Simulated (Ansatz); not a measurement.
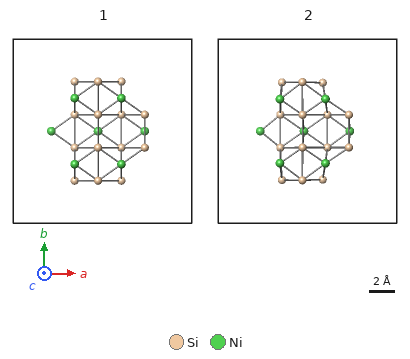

Two geometries of a wire of composition Si2Ni, drawn at one scale. One is the start of a relaxation, the other its converged end. The picture is a ball-and-stick view of the 2 repeat of the cell, with the vacuum cut short (origin shifted), seen along the c axis.

Computed with DFT PBE, scalar-relativistic, plane waves, PAW (Ansatz 0.2.0). Set-up: plane-wave cutoff 420 eV; k-point mesh 1 × 1 × 14; occupations gaussian; smearing width 0.05 eV; no spin polarisation; cell relaxed at fixed a, b, alpha, beta, gamma; force threshold 0.02 eV/Å; at most 45 steps.

> Which geometry has the lower energy?

Structure 2 is the relaxed one. Case: wire along [1 1 0], 21 atoms a period. The largest moves relative to the centre of the atoms, 0.32 Å, are those of Ni and Si atoms. Largest moves by element: Ni 0.32 Å, Si 0.32 Å. Along the periodic axis the drawn cell goes c 7.703 → 7.581 Å (−1.6 %). Among the contacts that change: Ni–Si 2.359 → 2.145 Å, Si–Si 2.723 → 2.531 Å, Si–Si 2.723 → 2.595 Å, Si–Si 2.723 → 2.634 Å. Bond angles that change, for instance: Si–Ni–Si 70.5° → 78.7°, Ni–Si–Si 125.3° → 133.4°, Si–Si–Si 90.0° → 96.6°. The energy falls by 1.113 eV per cell of the calculation in 5 accepted moves (6 points after the start). The largest force component goes from 2.3 to 0.011 eV/Å. At 1 point the geometry stayed and the basis and grid were re-selected for the new cell (energy shift of 1.1 meV per cell of the calculation at most each time).

Limits of the set-up: an element that often carries a moment was run without spin polarisation.
